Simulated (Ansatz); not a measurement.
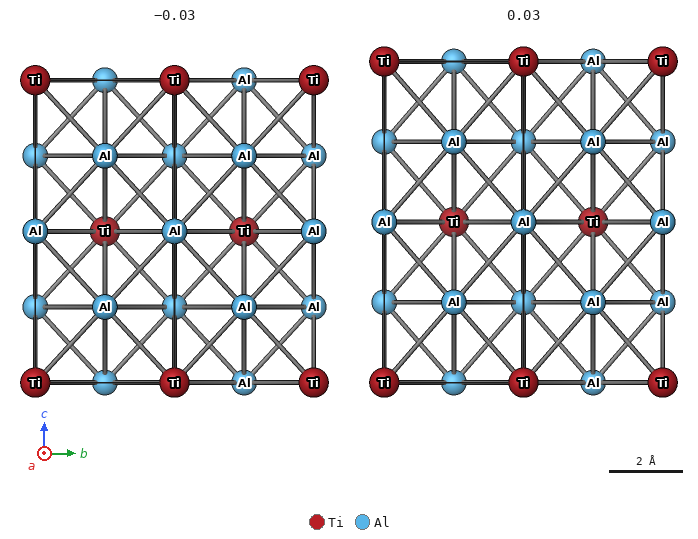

Crystalline TiAl$_{3}$ (set up in I4/mmm), under strain along c alone (the other axes held, atoms fixed by symmetry), with energies (extrapolated to zero smearing) counted from the relaxed crystal, which is the row at zero. The picture shows the first and the last member. A ball-and-stick model of the cell of the calculation, repeated 1 × 2 × 1 with one cell outlined, seen along the a axis.

Computed with Ansatz 0.2.0: DFT r2SCAN, scalar-relativistic, plane waves, PAW. (plane-wave cutoff 500 eV; k-point mesh 10 × 10 × 4; occupations gaussian; smearing width 0.1 eV; no spin polarisation)

| strain | energy (meV/atom) | a (Å) | c (Å) |
| --- | --- | --- | --- |
| −0.03 | 11.48 | 3.824 | 8.307 |
| −0.02 | 5.09 | 3.824 | 8.393 |
| −0.01 | 1.28 | 3.824 | 8.478 |
| 0.0 | 0.00 | 3.824 | 8.564 |
| 0.01 | 1.13 | 3.824 | 8.649 |
| 0.02 | ? | ? | ? |
| 0.03 | 10.05 | 3.824 | 8.821 |

One row is withheld. What does the calculation give there?

Answer. A parabola through three neighbouring rows (0.0, 0.01, 0.03) gives, with Lagrange weights, (−0.3333)(0.00) + (1.0000)(1.13) + (0.3333)(10.05) = 4.48 meV/atom. The calculation gives 4.52 meV/atom (a = 3.824 Å, c = 8.735 Å). The estimate is 0.04 meV/atom too low. From the first member to the last: Al–Al 2.823 → 2.919 Å, Al–Ti 2.823 → 2.919 Å.

The whole series:

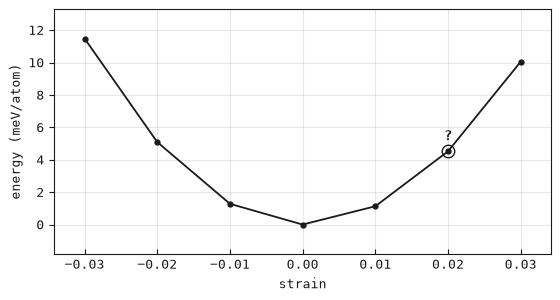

Each member starts from this one structure; whether another phase lies lower wasn't checked.
